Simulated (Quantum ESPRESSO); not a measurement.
# H on fcc sites of Ti(0001): a series in the coverage, part 4 of 9

Aim: how the results for H on fcc sites of Ti(0001) change with the coverage.

Quantum ESPRESSO 7.5; plane-wave DFT, PBE, GBRV ultrasoft pseudopotentials.

So far. Step 4 (Relaxation with pw.x of the reference): The relaxation lowers the energy by 1 meV an atom. Step 5 (Relaxation with pw.x, 0 ML): The relaxation lowers the energy by 12 meV an atom. On the free atoms the largest force ends at 0.001 eV/Å.

**6. Self-consistent run, 0 ML**

A run under open boundaries on these atoms gives the vacuum levels.

m0.esm.in

```
&control
  prefix = 'm0.esm'
  outdir = './out'
  pseudo_dir = './pseudo'
  calculation = 'scf'
  tprnfor = .true.
/
&system
  ibrav = 0
  nat = 3
  ntyp = 1
  ecutwfc = 40
  ecutrho = 200
  occupations = 'smearing'
  smearing = 'mv'
  degauss = 0.02
  assume_isolated = 'esm'
  esm_bc = 'bc1'
/
&electrons
  conv_thr = 1e-07
  mixing_beta = 0.25
  electron_maxstep = 160
  mixing_mode = 'local-TF'
  mixing_ndim = 12
/
ATOMIC_SPECIES
  Ti  47.8670  ti_pbe_v1.4.uspp.F.UPF
CELL_PARAMETERS angstrom
  2.93930890900000 0.00000000000000 0.00000000000000
  1.46965445450000 2.54551618476392 0.00000000000000
  0.00000000000000 0.00000000000000 18.52617388046125
ATOMIC_POSITIONS crystal
  Ti  0.000000000000 0.000000000000 -0.120363087800
  Ti  0.666666666700 0.666666666700 0.000000000000
  Ti  0.000000000000 0.000000000000 0.120363087800
K_POINTS automatic
  9 9 1 0 0 0
```

Started as:

```bash
> OMP_NUM_THREADS=1 mpirun -n 16 pw.x -nk 4 -in m0.esm.in > m0.esm.out
```

The log of the run:

```text
[banner, memory and clock lines left out]
Program PWSCF v.7.5 starts
[citation notice left out]

[...]
Message from routine setup:
[...]
bravais-lattice index     =            0
     lattice parameter (alat)  =       5.5545  a.u.
     unit-cell volume          =     935.4131 (a.u.)^3
     number of atoms/cell      =            3
     number of atomic types    =            1
     number of electrons       =        36.00
     number of Kohn-Sham states=           22
     kinetic-energy cutoff     =      40.0000  Ry
     charge density cutoff     =     200.0000  Ry
     scf convergence threshold =      1.0E-07
     mixing beta               =       0.2500
     number of iterations used =           12  local-TF  mixing
     Exchange-correlation=  SLA  PW   PBX  PBC
                           (   1   4   3   4   0   0   0)

     Effective Screening Medium Method
     Boundary Conditions: Vacuum-Slab-Vacuum
     total charge in unit cell        =   0.0000
     grid points for fit at edges     =        4

[...]
PseudoPot. # 1 for Ti read from file:
     ./pseudo/ti_pbe_v1.4.uspp.F.UPF
     Pseudo is Ultrasoft + core correction, Zval = 12.0
     Generated by new atomic code, or converted to UPF format
     Using radial grid of  851 points,  6 beta functions with:
                l(1) =   0
                l(2) =   0
                l(3) =   1
                l(4) =   1
                l(5) =   2
                l(6) =   2
     Q(r) pseudized with  6 coefficients,  rinner =    1.000   1.000   1.000
                                                       1.000   1.000

     atomic species   valence    mass     pseudopotential
     Ti               12.00    47.86700     Ti( 1.00)

     12 Sym. Ops. (no inversion) found

[...]
number of k points=    12  Marzari-Vanderbilt smearing, width (Ry)=  0.0200
[...]
Dense  grid:    44773 G-vectors     FFT dimensions: (  25,  25, 160)

     Smooth grid:    32025 G-vectors     FFT dimensions: (  24,  24, 144)

     Check: negative core charge=   -0.000004

     Initial potential from superposition of free atoms

     starting charge      32.9999, renormalised to      36.0000

     negative rho (up, down):  8.730E-03 0.000E+00
     Starting wfcs are   30 randomized atomic wfcs

     per-process dynamical memory:    13.9 Mb

     Self-consistent Calculation

     iteration #  1     ecut=    40.00 Ry     beta= 0.25
     Davidson diagonalization with overlap
     ethr =  1.00E-02,  avg # of iterations =  6.9

     negative rho (up, down):  8.192E-03 0.000E+00

     total energy              =    -357.80474683 Ry
     estimated scf accuracy    <       1.39552487 Ry

     iteration #  2     ecut=    40.00 Ry     beta= 0.25
[...]
negative rho (up, down):  6.715E-03 0.000E+00

[...]
total energy              =    -357.09596191 Ry
     estimated scf accuracy    <       1.03763588 Ry

     iteration #  3     ecut=    40.00 Ry     beta= 0.25
[...]
negative rho (up, down):  7.487E-03 0.000E+00

[...]
total energy              =    -357.32043006 Ry
     estimated scf accuracy    <       0.78993305 Ry

     iteration #  4     ecut=    40.00 Ry     beta= 0.25
[...]
c_bands:  1 eigenvalues not converged
[...]
negative rho (up, down):  7.002E-03 0.000E+00

[...]
total energy              =    -357.56293661 Ry
     estimated scf accuracy    <       0.63606492 Ry

     iteration #  5     ecut=    40.00 Ry     beta= 0.25
[...]
negative rho (up, down):  6.883E-03 0.000E+00

[...]
total energy              =    -357.57290017 Ry
     estimated scf accuracy    <       0.22468177 Ry

     iteration #  6     ecut=    40.00 Ry     beta= 0.25
[...]
negative rho (up, down):  7.259E-03 0.000E+00

[...]
total energy              =    -357.59519128 Ry
     estimated scf accuracy    <       0.09481019 Ry

[...]
iteration # 38     ecut=    40.00 Ry     beta= 0.25
[...]
negative rho (up, down):  5.241E-03 0.000E+00

[...]
total energy              =    -357.61478881 Ry
     estimated scf accuracy    <       0.00000064 Ry

     iteration # 39     ecut=    40.00 Ry     beta= 0.25
[...]
negative rho (up, down):  5.239E-03 0.000E+00

[...]
total energy              =    -357.61479010 Ry
     estimated scf accuracy    <       0.00000036 Ry

     iteration # 40     ecut=    40.00 Ry     beta= 0.25
[...]
negative rho (up, down):  5.239E-03 0.000E+00

[...]
total energy              =    -357.61479020 Ry
     estimated scf accuracy    <       0.00000020 Ry

     iteration # 41     ecut=    40.00 Ry     beta= 0.25
[...]
negative rho (up, down):  5.239E-03 0.000E+00

[...]
End of self-consistent calculation

          k = 0.0000 0.0000 0.0000 (  4043 PWs)   bands (ev):

   -61.2811 -61.2677 -60.9516 -37.7818 -37.6120 -37.2452 -37.2452 -37.2363
   -37.2363 -37.0718 -36.9629 -36.9629  -9.9837  -8.5818  -7.3385  -4.5509
    -4.4853  -3.7296  -3.7290  -3.6953  -3.6938  -3.5396

          k = 0.0000 0.1283 0.0000 (  4027 PWs)   bands (ev):

   -61.2715 -61.2594 -60.9446 -37.7622 -37.6112 -37.3038 -37.2996 -37.2596
   -37.2490 -37.0632 -37.0115 -36.9738  -9.6478  -8.2612  -7.0424  -4.6688
    -4.4389  -4.1292  -3.9874  -3.7115  -3.5650  -3.5039

[...]
the Fermi energy is    -4.4232 ev

!    total energy              =    -357.61479051 Ry
     estimated scf accuracy    <       0.00000004 Ry
     smearing contrib. (-TS)   =      -0.00257447 Ry
     internal energy E=F+TS    =    -357.61221604 Ry

     The total energy is F=E-TS. E is the sum of the following terms:
     one-electron contribution =    2356.83592212 Ry
     hartree contribution      =   -1189.95823051 Ry
     xc contribution           =     -54.01267433 Ry
     ewald contribution        =   -1470.47723333 Ry

     convergence has been achieved in  41 iterations

     negative rho (up, down):  5.239E-03 0.000E+00

     Forces acting on atoms (cartesian axes, Ry/au):

     atom    1 type  1   force =     0.00000000    0.00000000    0.00009130
     atom    2 type  1   force =     0.00000000    0.00000000    0.00000000
     atom    3 type  1   force =     0.00000000    0.00000000   -0.00009130

     Total force =     0.000129     Total SCF correction =     0.000507
     SCF correction compared to forces is large: reduce conv_thr to get better values

[...]
```

The job ended after 9.5 s (16 MPI ranks of Arm Neoverse V2, shared host; peak memory 0.89 GiB).

This step gave:

- free energy: -4865.5971 eV
- Fermi energy: -4.423 eV
- vacuum line at the lower end of the cell, over the Fermi level: 4.423 eV
- vacuum line at the upper end of the cell, over the Fermi level: 4.423 eV

Electrostatic potential energy of an electron; zero at the Fermi level. Potential energy, planar mean against z:

| z (Å) | potential energy, planar mean (eV) |
| --- | --- |
| -9 | 4.42 |
| -8 | 4.42 |
| -7 | 4.42 |
| -6 | 4.41 |
| -5 | 4.29 |
| -4 | 3.30 |
| -3 | -3.99 |
| -2 | -17.0 |
| -1 | -1.22 |
| 0 | -19.5 |
| 1 | -1.22 |
| 2 | -17.0 |
| 3 | -3.99 |
| 4 | 3.30 |
| 5 | 4.29 |
| 6 | 4.41 |
| 7 | 4.42 |
| 8 | 4.42 |
| 9 | 4.42 |

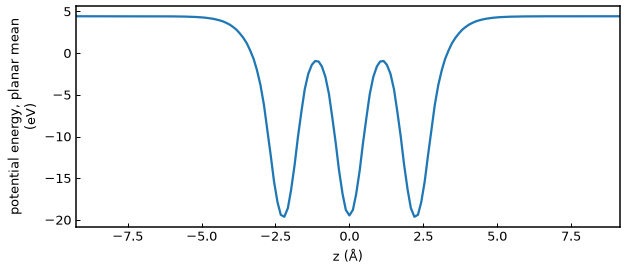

Potential energy, planar mean, plotted against z.

The vacuum levels are read from the outermost 0.7 Å of the cell on either side.

Inside the slab this potential holds the local part of the pseudopotentials, which can be repulsive at the nuclei; only its value in the vacuum has a meaning of its own.

(Part 4 of 9 ends here.)

[Logs are printed without paths, hosts, clocks, repeated set-up lines and the standing remarks that a program may print on its own settings, such as how far it seeks lower states.]

[Hosts, paths, dates, database ids (printed as entryN), source tags and the programs' standing remarks are cut or masked in the printed files.]

[Maps of the electrostatic potential energy from Ansatz leave out the sawtooth potential of an applied field or a dipole correction, so their vacuum need not be flat; planar profiles and work functions include it.]
